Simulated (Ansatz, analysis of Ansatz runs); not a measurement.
**Local vibrational mode of the N-H pair in ZnO (PBE)**

Subject: N-H pair in ZnO. Wanted: its local vibrational mode, in one set-up (PBE, 72-site cell, PBE lattice, 300 eV, k: the single point 1/4 1/4 1/4). The model is a cell of 72 host atoms with N put on another atom's site and H put in between. The frequencies come from force constants among the defect atom and its neighbours, with the masses of the isotopes named. This set-up takes another basis size than the usual one.

What was measured. N-H stretch, 1H: 3150.6 cm⁻¹, by FTIR absorption (quoted in “Hydrogen-related defects in hydrothermally grown ZnO studied by Fourier Transform Infrared Spectroscopy”, 2010, Halvard Haug, quoting earlier work (2007)). N-D stretch, 2H: 2339.7 cm⁻¹, by FTIR absorption (quoted in “Hydrogen-related defects in hydrothermally grown ZnO studied by Fourier Transform Infrared Spectroscopy”, 2010, Halvard Haug, quoting earlier work (2007)). The runs below try to reproduce this.

Method: plane-wave PAW DFT, PBE; relaxation of all atoms of a defect supercell, in Ansatz 0.2.0.

### 1. The starting structure

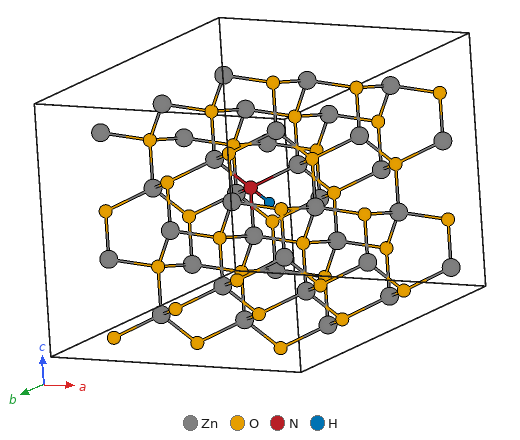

Start, viewed from a free direction; zinc grey, oxygen orange, nitrogen red, hydrogen blue.

The cell holds 73 atoms: 36 Zn, 35 O, 1 N and 1 H. Cell: a = 9.812 Å, b = 9.812 Å, c = 10.538 Å, α = 90.0°, β = 90.0°, γ = 120.0°. It derives from ZnO (space group P6_3mc). Nearest the centre at fractional (0.502, 0.584, 0.424): H73 at 0.52 Å, N36 at 0.52 Å, Zn46 at 1.88 Å, Zn38 at 1.88 Å, Zn33 at 1.90 Å, Zn14 at 2.51 Å, O68 at 2.86 Å, O60 at 2.86 Å.

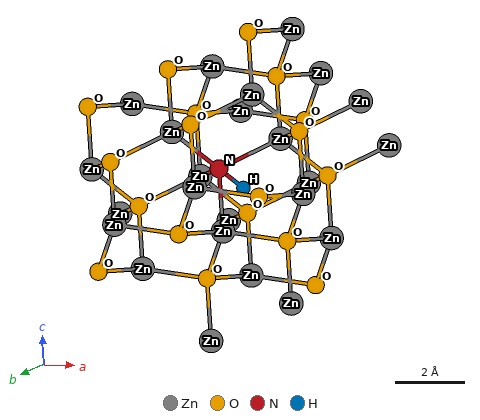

The atoms within 5 Å of the centre.

The host's primitive cell comes from a first run (plane-wave PAW DFT, PBE; relaxation of the host's cell and atoms): vectors of 3.271, 3.271 and 5.269 Å. That is 12.20 Å³ an atom, 2.5 % over the diffraction cell's volume. The supercell is built on it.

### 2. Relaxation, charge 0

Every later number rests on the structure around the defect, so the atoms are relaxed at the host's lattice first.

File relax/input.yaml:

```yaml
relax:
  f_tol: 0.01
  max_steps: 80
  random_displacement: { amplitude: 0.02, seed: 610 }
crystal:
  lattice:
    - [9.81164981, 0.0, 0.0]
    - [-4.9058249, 8.49713799, 0.0]
    - [0.0, 0.0, 10.53841351]
  atoms:
    - { symbol: Zn, position: [0.111111111, 0.222222222, 0.249839622] }
    - { symbol: Zn, position: [0.222222222, 0.111111111, -0.000160378] }
    - { symbol: O, position: [0.222222222, 0.111111111, 0.189665378] }
    - { symbol: O, position: [0.111111111, 0.222222222, 0.439665378] }
    - { symbol: Zn, position: [0.111111111, 0.222222222, 0.749839622] }
    - { symbol: Zn, position: [0.222222222, 0.111111111, 0.499839622] }
    - { symbol: O, position: [0.222222222, 0.111111111, 0.689665378] }
    - { symbol: O, position: [0.111111111, 0.222222222, 0.939665378] }
    - { symbol: Zn, position: [0.111111111, 0.555555556, 0.249839622] }
    - { symbol: Zn, position: [0.222222222, 0.444444444, -0.000160378] }
    - { symbol: O, position: [0.222222222, 0.444444444, 0.189665378] }
    - { symbol: O, position: [0.111111111, 0.555555556, 0.439665378] }
    - { symbol: Zn, position: [0.111111111, 0.555555556, 0.749839622] }
    - { symbol: Zn, position: [0.222222222, 0.444444444, 0.499839622] }
    - { symbol: O, position: [0.222222222, 0.444444444, 0.689665378] }
    - { symbol: O, position: [0.111111111, 0.555555556, 0.939665378] }
    - { symbol: Zn, position: [0.111111111, 0.888888889, 0.249839622] }
    - { symbol: Zn, position: [0.222222222, 0.777777778, -0.000160378] }
    - { symbol: O, position: [0.222222222, 0.777777778, 0.189665378] }
    - { symbol: O, position: [0.111111111, 0.888888889, 0.439665378] }
    - { symbol: Zn, position: [0.111111111, 0.888888889, 0.749839622] }
    - { symbol: Zn, position: [0.222222222, 0.777777778, 0.499839622] }
    - { symbol: O, position: [0.222222222, 0.777777778, 0.689665378] }
    - { symbol: O, position: [0.111111111, 0.888888889, 0.939665378] }
    - { symbol: Zn, position: [0.444444444, 0.222222222, 0.249839622] }
    - { symbol: Zn, position: [0.555555556, 0.111111111, -0.000160378] }
    - { symbol: O, position: [0.555555556, 0.111111111, 0.189665378] }
    - { symbol: O, position: [0.444444444, 0.222222222, 0.439665378] }
    - { symbol: Zn, position: [0.444444444, 0.222222222, 0.749839622] }
    - { symbol: Zn, position: [0.555555556, 0.111111111, 0.499839622] }
    - { symbol: O, position: [0.555555556, 0.111111111, 0.689665378] }
    - { symbol: O, position: [0.444444444, 0.222222222, 0.939665378] }
    - { symbol: Zn, position: [0.444444444, 0.555555556, 0.249839622] }
    - { symbol: Zn, position: [0.555555556, 0.444444444, -0.000160378] }
    - { symbol: O, position: [0.555555556, 0.444444444, 0.189665378] }
    - { symbol: "N", position: [0.444444444, 0.555555556, 0.439665378] }
    - { symbol: Zn, position: [0.444444444, 0.555555556, 0.749839622] }
    - { symbol: Zn, position: [0.555555556, 0.444444444, 0.499839622] }
    - { symbol: O, position: [0.555555556, 0.444444444, 0.689665378] }
    - { symbol: O, position: [0.444444444, 0.555555556, 0.939665378] }
    - { symbol: Zn, position: [0.444444444, 0.888888889, 0.249839622] }
    - { symbol: Zn, position: [0.555555556, 0.777777778, -0.000160378] }
    - { symbol: O, position: [0.555555556, 0.777777778, 0.189665378] }
    - { symbol: O, position: [0.444444444, 0.888888889, 0.439665378] }
    - { symbol: Zn, position: [0.444444444, 0.888888889, 0.749839622] }
    - { symbol: Zn, position: [0.555555556, 0.777777778, 0.499839622] }
    - { symbol: O, position: [0.555555556, 0.777777778, 0.689665378] }
    - { symbol: O, position: [0.444444444, 0.888888889, 0.939665378] }
    - { symbol: Zn, position: [0.777777778, 0.222222222, 0.249839622] }
    - { symbol: Zn, position: [0.888888889, 0.111111111, -0.000160378] }
    - { symbol: O, position: [0.888888889, 0.111111111, 0.189665378] }
    - { symbol: O, position: [0.777777778, 0.222222222, 0.439665378] }
    - { symbol: Zn, position: [0.777777778, 0.222222222, 0.749839622] }
    - { symbol: Zn, position: [0.888888889, 0.111111111, 0.499839622] }
    - { symbol: O, position: [0.888888889, 0.111111111, 0.689665378] }
    - { symbol: O, position: [0.777777778, 0.222222222, 0.939665378] }
    - { symbol: Zn, position: [0.777777778, 0.555555556, 0.249839622] }
    - { symbol: Zn, position: [0.888888889, 0.444444444, -0.000160378] }
    - { symbol: O, position: [0.888888889, 0.444444444, 0.189665378] }
    - { symbol: O, position: [0.777777778, 0.555555556, 0.439665378] }
    - { symbol: Zn, position: [0.777777778, 0.555555556, 0.749839622] }
    - { symbol: Zn, position: [0.888888889, 0.444444444, 0.499839622] }
    - { symbol: O, position: [0.888888889, 0.444444444, 0.689665378] }
    - { symbol: O, position: [0.777777778, 0.555555556, 0.939665378] }
    - { symbol: Zn, position: [0.777777778, 0.888888889, 0.249839622] }
    - { symbol: Zn, position: [0.888888889, 0.777777778, -0.000160378] }
    - { symbol: O, position: [0.888888889, 0.777777778, 0.189665378] }
    - { symbol: O, position: [0.777777778, 0.888888889, 0.439665378] }
    - { symbol: Zn, position: [0.777777778, 0.888888889, 0.749839622] }
    - { symbol: Zn, position: [0.888888889, 0.777777778, 0.499839622] }
    - { symbol: O, position: [0.888888889, 0.777777778, 0.689665378] }
    - { symbol: O, position: [0.777777778, 0.888888889, 0.939665378] }
    - { symbol: H, position: [0.560109001, 0.613387999, 0.408178378] }
basis:
  ecutwfc: 300
  xc_grid: 2
hamiltonian:
  xc: pbe
kpoints:
  mp_grid: { grid: [1, 1, 1], shift: [0.25, 0.25, 0.25] }
scf:
  occupations: { method: fermi_dirac, width: 0.01 }
  max_iter: 120
output:
  forces: true
checkpoint:
  write: "../relax.run"
  compress: false
  write_wavefunctions: true
  write_every: 100000
```

Run with:

```console
$ ansatz run input.yaml --threads 2 --pin off --max-ram 4710MiB --backend cpu --events-out ev --progress --plain --runs-dir out
```

Numbers of over 12 decimals in the logs are rounded to 6 here.

Log:

```text
[... repeated set-up lines and file paths are left out, and long positions are rounded to six places ...]
Warning: basis.ecutwfc = 300 eV is below the records' recommended 420 eV, and the density's cutoff is lower with it unless basis.ecutrho_ratio is high enough to keep the records' density cutoff: compare with a run at a higher cutoff
Engine: ansatz 0.2.0, aarch64-unknown-linux-gnu
Pseudopotentials: kind: paw
Pseudopotential: Zn, paw, valence charge 12, recommended cutoff 420 eV (normal), Zn.paw.azcp
Pseudopotential: O, paw, valence charge 6, recommended cutoff 420 eV (normal), O.paw.azcp
Pseudopotential: N, paw, valence charge 5, recommended cutoff 420 eV (normal), N.paw.azcp
Pseudopotential: H, paw, valence charge 1, recommended cutoff 420 eV (normal), H.paw.azcp
Functional definition: PBE
  parameter kappa = 0.804
  parameter beta = 0.066725
  exchange = pbe_x(kappa = kappa, mu = beta*pi^2/3)
  correlation = pbe_c(beta = beta)
Crystal: 73 atoms, lattice volume = 878.597 Å³
Basis set: ecut = 300 eV, 10385 PW (Γ), exchange–correlation on 120×120×120 points (8 copies of the dense FFT grid, shifted against one another)
Bands: 397, of which v1, the nominal top of the filled ones, is band 324 counted from 1 (323 counted from 0)
Symmetry: 1 space group operations
k-points: 1
Non-local potential: Zn, projectors of the file, l = 0: 2, l = 1: 2, l = 2: 3, l = 3: 1
Non-local potential: O, projectors of the file, l = 0: 2, l = 1: 2, l = 2: 1
Non-local potential: N, projectors of the file, l = 0: 2, l = 1: 2, l = 2: 1
Non-local potential: H, projectors of the file, l = 0: 2, l = 1: 1
PAW form: soft (Blöchl's): semilocal exchange-correlation on the pseudo side does not see the compensation charge
PAW one-centre angular grid: Zn, 590 points (default); XC on 64 Gauss nodes
PAW one-centre angular grid: O, 110 points (default); XC on 64 Gauss nodes
PAW one-centre angular grid: N, 110 points (default); XC on 64 Gauss nodes
PAW one-centre angular grid: H, 110 points (default); XC on 64 Gauss nodes
Initial density: superposition of atomic densities (neutral atoms: chi_scale 0, normalization atom), corrected by the library's trained network
Initial wavefunctions: pseudopotential atomic-orbital guess
Functional: x = pbe(κ = 0.804, μ = 0.219515), c = pbe(β = 0.066725)
SCF iter   1: F=—  HF=-139739.547880 eV  |F-HF|=—  |Δ(HF+E_count)|=         —  Δρ=1.69e-2  dr2=7.22e-1  ethr=1.77e-3  ⟨swp⟩=6.0  Hψ=1400  notcnv=0  defer=1
preconditioner: auto → Resta (q_TF=auto, 2.593 Å⁻¹)  ε∞=7.4  [insulator: Δε(μ)=2.253 eV  Ē_g=12.558 eV  σ=0.010 eV  W_gap=1.00  n_scr=242 (ndim 8)  ℏωp=31.9 eV  f_vac=0.041  D(μ)=0.00/eV (n_scr^D=0)  ε∞_Penn≈7.4]
SCF iter   2: F=—  HF=-139739.393039 eV  |F-HF|=—  |Δ(HF+E_count)|=   1.55e-1  Δρ=7.79e-3  dr2=1.64e-1  ethr=1.11e-4  ⟨swp⟩=2.0  Hψ=787  notcnv=0  defer=67
SCF iter   3: F=—  HF=-139739.441268 eV  |F-HF|=—  |Δ(HF+E_count)|=   4.82e-2  Δρ=3.63e-3  dr2=3.50e-2  ethr=2.52e-5  ⟨swp⟩=3.0  Hψ=625  notcnv=0  defer=67
SCF iter   4: F=—  HF=-139739.454419 eV  |F-HF|=—  |Δ(HF+E_count)|=   1.32e-2  Δρ=1.71e-3  dr2=1.25e-2  ethr=5.41e-6  ⟨swp⟩=2.0  Hψ=625  notcnv=0  defer=67
SCF iter   5: F=—  HF=-139739.451288 eV  |F-HF|=—  |Δ(HF+E_count)|=   3.13e-3  Δρ=2.10e-4  dr2=3.26e-4  ethr=1.93e-6  ⟨swp⟩=2.0  Hψ=625  notcnv=0  defer=67
SCF iter   6: F=—  HF=-139739.454023 eV  |F-HF|=—  |Δ(HF+E_count)|=   2.73e-3  Δρ=8.65e-5  dr2=6.66e-5  ethr=5.04e-8  ⟨swp⟩=3.0  Hψ=655  notcnv=0  defer=67
SCF iter   7: F=—  HF=-139739.454019 eV  |F-HF|=—  |Δ(HF+E_count)|=   3.92e-6  Δρ=2.86e-5  dr2=7.46e-6  ethr=1.03e-8  ⟨swp⟩=3.0  Hψ=620  notcnv=0  defer=67
SCF iter   8: F=-139739.454021 eV  HF=-139739.454021 eV  |F-HF|=1.11e-7  |Δ(HF+E_count)|=   2.15e-6  Δρ=9.57e-6  dr2=1.11e-6  ethr=3.86e-10  ⟨swp⟩=4.0  Hψ=1248  notcnv=0
SCF 1 converged in 8 iterations: F = -139739.454021 eV  dr2 = 1.11e-6
  greatest PAW one-centre occupation: 0.986 electrons in one spin orbital (limit 2), on the Zn atom at site 21 (counted from 0), in its partial waves of l = 2
relax step   1: F+E_penalty+E_count = -139739.45402091 eV  Δ(F+E_penalty+E_count) = +0.000e0 eV  max|allowed force component| = 1.107e0 eV/Å  Δτ_max = 0.0000 Å  (8 SCF iters, dr2 threshold 2.50e-6 eV, accepted)
[... the SCF cycles and remarks between the steps are left out from here to the last step ...]
relax step   2: F+E_penalty+E_count = -139739.78502045 eV  Δ(F+E_penalty+E_count) = -3.310e-1 eV  max|allowed force component| = 5.924e-1 eV/Å  Δτ_max = 0.0670 Å  (6 SCF iters, dr2 threshold 7.66e-5 eV, accepted)
relax step   3: F+E_penalty+E_count = -139739.74988028 eV  Δ(F+E_penalty+E_count) = +3.514e-2 eV  max|allowed force component| = 3.485e0 eV/Å  Δτ_max = 0.0659 Å  (6 SCF iters, dr2 threshold 2.19e-5 eV, rejected (line search))
relax step   4: F+E_penalty+E_count = -139739.88775664 eV  Δ(F+E_penalty+E_count) = -1.027e-1 eV  max|allowed force component| = 2.890e-1 eV/Å  Δτ_max = 0.0321 Å  (9 SCF iters, accepted)
relax step   5: F+E_penalty+E_count = -139739.94486694 eV  Δ(F+E_penalty+E_count) = -5.711e-2 eV  max|allowed force component| = 4.700e-2 eV/Å  Δτ_max = 0.1000 Å  (6 SCF iters, dr2 threshold 1.99e-5 eV, accepted)
relax step   6: F+E_penalty+E_count = -139739.94604889 eV  Δ(F+E_penalty+E_count) = -1.182e-3 eV  max|allowed force component| = 6.489e-2 eV/Å  Δτ_max = 0.0575 Å  (8 SCF iters, dr2 threshold 1.38e-7 eV, accepted)
relax step   7: F+E_penalty+E_count = -139739.94666765 eV  Δ(F+E_penalty+E_count) = -6.188e-4 eV  max|allowed force component| = 7.202e-3 eV/Å  Δτ_max = 0.0176 Å  (7 SCF iters, dr2 threshold 2.63e-7 eV, accepted)
iter 1 solved again at ethr=2.61e-10 eV; its pass at ethr=3.10e-3 eV (dr2=1.69e-6 eV) is discarded
SCF iter   1: F=—  HF=-139739.943765 eV  |F-HF|=—  |Δ(HF+E_count)|=         —  Δρ=2.40e-5  dr2=1.88e-6  ethr=2.61e-10  ⟨swp⟩=3.0  Hψ=1427  notcnv=0  defer=67
SCF iter   2: F=—  HF=-139739.946668 eV  |F-HF|=—  |Δ(HF+E_count)|=   2.90e-3  Δρ=1.26e-5  dr2=7.24e-7  ethr=2.61e-10  ⟨swp⟩=3.0  Hψ=940  notcnv=0  defer=67
SCF iter   3: F=—  HF=-139739.946668 eV  |F-HF|=—  |Δ(HF+E_count)|=   7.54e-8  Δρ=7.03e-6  dr2=1.86e-7  ethr=1.12e-10  ⟨swp⟩=3.0  Hψ=649  notcnv=0  defer=67
SCF iter   4: F=-139739.946668 eV  HF=-139739.946668 eV  |F-HF|=8.88e-9  |Δ(HF+E_count)|=   1.96e-8  Δρ=4.46e-6  dr2=7.25e-8  ethr=1.54e-11  ⟨swp⟩=3.0  Hψ=830  notcnv=0
SCF 8 converged in 4 iterations: F = -139739.946668 eV  dr2 = 7.25e-8
relax step   8: F+E_penalty+E_count = -139739.94666765 eV  Δ(F+E_penalty+E_count) = +4.948e-10 eV  max|allowed force component| = 7.209e-3 eV/Å  Δτ_max = 0.0000 Å  (4 SCF iters, accepted)
NSCF: frozen V_eff on 1 k-points
the band table was solved once a step of the walk had ended and its energy, with any forces and stress, was formed, with the checks that follow a solve (1318 applications of the Hamiltonian). They found nothing against the state; [...]
SCF converged after 4 iterations
Free energy (F): -139739.946668 eV
Harris-Foulkes:  -139739.946668 eV  (|F-HF|=8.88e-9)
Internal energy: -139739.946668 eV  (E = F + TS)
E sigma→0 (E₀):  -139739.946668 eV
Fermi energy:    7.890499 eV
--- Per-component energies (eV) ---
  E_band       = 956.123796
  E_kinetic    = 11064.865929
  E_local      = -72626.780454  (includes V_loc(G=0)·N_el)
  E_nonlocal   = 24045.850020
  E_hartree    = 29848.479894
  E_xc         = -7574.578261
  E_vxc        = -5236.585463  (∫ρ·V_xc dr)
  E_paw        = -71683.164870  (= ΣΔE_a)
  E_vpaw       = -15988.434167  (= ΣTr[D̂ρ^β])
  E_aug_tail   = 0.269111  (compensation charges beyond the density's cutoff)
  E_ewald      = -52814.888037
  E_smearing   = -0.000000  (= −TS)
  E_closure    = -0.000000  (closes the sum)
  Σ components = -139739.946668   (vs F -139739.946668, Δ=0.00e0)
--- Forces (eV/Å), atoms counted from 1 ---
  atom   1  Zn     0.00103563    -0.00112286     0.00088575
  atom   2  Zn    -0.00039339     0.00013761     0.00038662
  [... 11 atoms left out ...]
  atom  14  Zn     0.00218031    -0.00367829    -0.00364133
  [... 18 atoms left out ...]
  atom  33  Zn     0.00312543    -0.00088450     0.00275134
  [... 1 atom left out ...]
  atom  35  O     -0.00431783     0.00139391     0.00292822
  atom  36  N     -0.00223079     0.00720932    -0.00413546
  [... 1 atom left out ...]
  atom  38  Zn     0.00200633    -0.00386604    -0.00127341
  [... 4 atoms left out ...]
  atom  43  O     -0.00041841    -0.00236754    -0.00040828
  [... 2 atoms left out ...]
  atom  46  Zn    -0.00364040     0.00214121    -0.00102596
  [... 13 atoms left out ...]
  atom  60  O     -0.00150359     0.00093915    -0.00202756
  [... 7 atoms left out ...]
  atom  68  O      0.00157223     0.00204863    -0.00247227
  [... 4 atoms left out ...]
  atom  73  H     -0.00118328    -0.00543742    -0.00099942
  max |Σ_I F_I| component: 3.59e-4 eV/Å
--- Band table (eV) ---
  k-point 0: bands = ["-10.9563", "-10.8467", "-10.8253", "-10.7898", [... 389 left out ...] "16.9022", "16.9157", "16.9496", "16.9721"]
--- Relaxed structure (8 steps of the walk, 7 accepted, 0 SCFs on fresh bases) ---
  F+E_penalty+E_count = -139739.94666765 eV   max|allowed force component| = 7.209e-3 eV/Å
  atoms:
    - { symbol: Zn, position: [0.108046, 0.219828, 0.249456] }
    - { symbol: Zn, position: [0.220513, 0.109846, 0.000113] }
    [... 11 atoms left out ...]
    - { symbol: Zn, position: [0.234678, 0.449704, 0.495243] }
    [... 18 atoms left out ...]
    - { symbol: Zn, position: [0.432251, 0.550631, 0.242371] }
    [... 1 atom left out ...]
    - { symbol: O, position: [0.552264, 0.443304, 0.187830] }
    - { symbol: N, position: [0.463925, 0.565781, 0.435806] }
    [... 1 atom left out ...]
    - { symbol: Zn, position: [0.550385, 0.431283, 0.508804] }
    [... 4 atoms left out ...]
    - { symbol: O, position: [0.552515, 0.777124, 0.187365] }
    [... 2 atoms left out ...]
    - { symbol: Zn, position: [0.550992, 0.785161, 0.507745] }
    [... 13 atoms left out ...]
    - { symbol: O, position: [0.775716, 0.552206, 0.441273] }
    [... 7 atoms left out ...]
    - { symbol: O, position: [0.776226, 0.889717, 0.440926] }
    [... 4 atoms left out ...]
    - { symbol: H, position: [0.578556, 0.619548, 0.401247] }
```

It took 4.3 min on 2 threads of Arm Neoverse V1, shared host; peak memory 1.6 GiB.

The steps of the relaxation:

```
step  energy less that of the first step (eV)  largest force component (eV/Å)
   1                                   0.0000                          1.1070
   2                                  -0.3310                          0.5924
   3                                  -0.2959                          3.4852
   4                                  -0.4337                          0.2890
   5                                  -0.4908                          0.0470
   6                                  -0.4920                          0.0649
   7                                  -0.4926                          0.0072
   8                                  -0.4926                          0.0072
```

Relaxation step 3 was tried and not accepted.

The atoms that moved most (Å, from the sites as typed, ahead of the random displacement, the mean shift of all atoms taken out):

```
atom      dx      dy      dz  length
 H73   0.153   0.054  -0.073   0.178
 N36   0.143   0.089  -0.041   0.173
Zn38   0.016  -0.110   0.094   0.146
Zn46  -0.079   0.064   0.083   0.131
Zn33  -0.093  -0.040  -0.079   0.129
Zn14   0.099   0.046  -0.049   0.119
 O11  -0.066  -0.035  -0.047   0.088
 O39   0.022  -0.017   0.066   0.072
```

Neighbours of the ideal centre at the end:

```
atom  distance (Å)
 N36         0.349
 H73         0.691
Zn46         1.986
Zn38         1.998
Zn33         2.004
Zn14         2.395
 O68         2.859
 O60         2.860
```

Neighbours of the added atoms: H73: N36 1.04, Zn38 2.06, Zn33 2.09 Å.

This step gave:

```yaml
free_energy: -139739.9467 eV
```

The relaxation ends 6.7 meV an atom lower than the displaced start, with a largest force component of 0.0072 eV/Å.

(Continued in part 2 of 2.)

[Logs are printed without paths, hosts, clocks, repeated set-up lines and the standing remarks that a program may print on its own settings, such as how far it seeks lower states.]

[Hosts, paths, dates, database ids (printed as entryN), source tags and the programs' standing remarks are cut or masked in the printed files.]

[For some hosts the program warned that the k-mesh of the response run may be too coarse for force constants and the static dielectric constant; such warnings are not shown here.]
